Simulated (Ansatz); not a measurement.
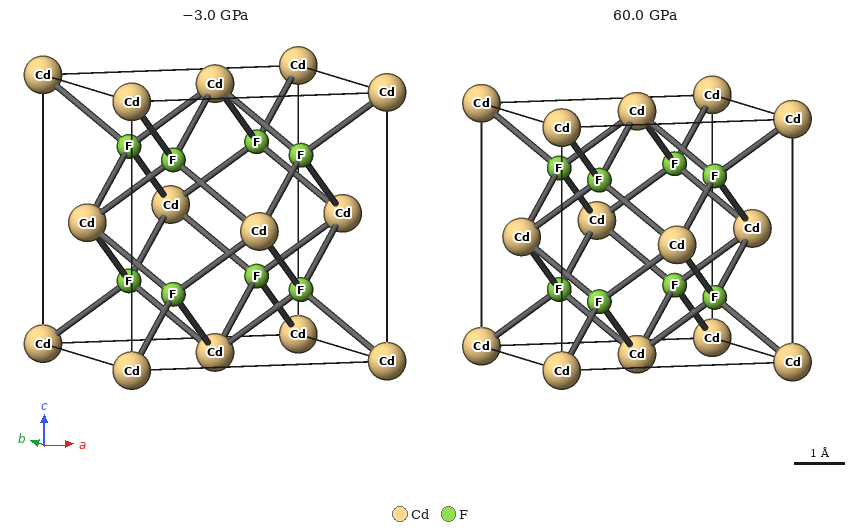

Crystalline CdF2 (set up in Fm-3m), relaxed (cell and atoms) at several target pressures. The picture shows the first and the last member. A ball-and-stick model of the conventional cell (4 times the calculation's cell), seen slightly off an axis. Lengths and directions refer to the drawn axes.

Computed with Ansatz 0.2.0: DFT r2SCAN, scalar-relativistic, plane waves, PAW. (plane-wave cutoff 500 eV; k-point mesh 8 × 8 × 8; occupations gaussian; smearing width 0.02 eV; no spin polarisation; cell and atoms relaxed; force threshold 0.008 eV/Å)

```json
{"pressure (GPa)": "−3.0", "volume (Å³/atom)": "13.413", "a (Å)": "5.440", "band gap (eV)": "3.69"}
{"pressure (GPa)": "0.0", "volume (Å³/atom)": "13.035", "a (Å)": "5.388", "band gap (eV)": "3.79"}
{"pressure (GPa)": "3.0", "volume (Å³/atom)": "12.716", "a (Å)": "5.344", "band gap (eV)": "3.89"}
{"pressure (GPa)": "8.0", "volume (Å³/atom)": "?", "a (Å)": "?", "band gap (eV)": "?"}
{"pressure (GPa)": "15.0", "volume (Å³/atom)": "11.758", "a (Å)": "5.206", "band gap (eV)": "4.18"}
{"pressure (GPa)": "30.0", "volume (Å³/atom)": "10.948", "a (Å)": "5.084", "band gap (eV)": "4.44"}
{"pressure (GPa)": "60.0", "volume (Å³/atom)": "9.904", "a (Å)": "4.917", "band gap (eV)": "4.82"}
```

Question: Fill in the missing row.

Answer: Murnaghan's form V = V₀(1 + B′P/B₀)^(−1/B′), with V₀ = 13.035 Å³ from the row at zero pressure, fits the other rows with B₀ = 115 GPa and B′ = 4.26 (largest miss 0.013 Å³). At 8.0 GPa it gives 13.035 × (1 + 4.26 × 8.0/115)^(−1/4.26) = 12.265 Å³ per atom. The calculation gives 12.265 Å³/atom (a = 5.280 Å). The estimate is right to the digits shown. For the gap a parabola through the rows 0.0, 3.0, 15.0 gives 4.03 eV, and the calculation 4.02 eV (semilocal gaps, lower than measured ones as a rule). From the first member to the last: Cd–F 2.355 → 2.129 Å.

The whole series:

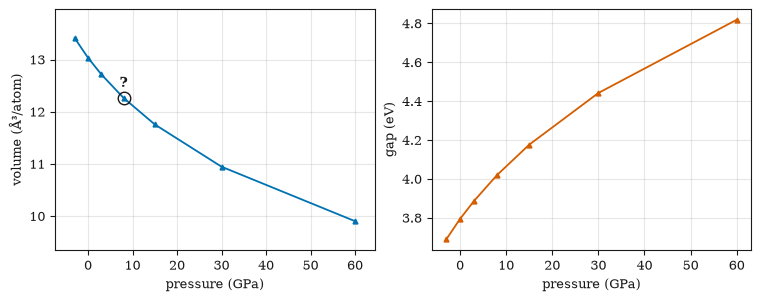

Each member starts from this one structure; whether another phase lies lower wasn't checked.
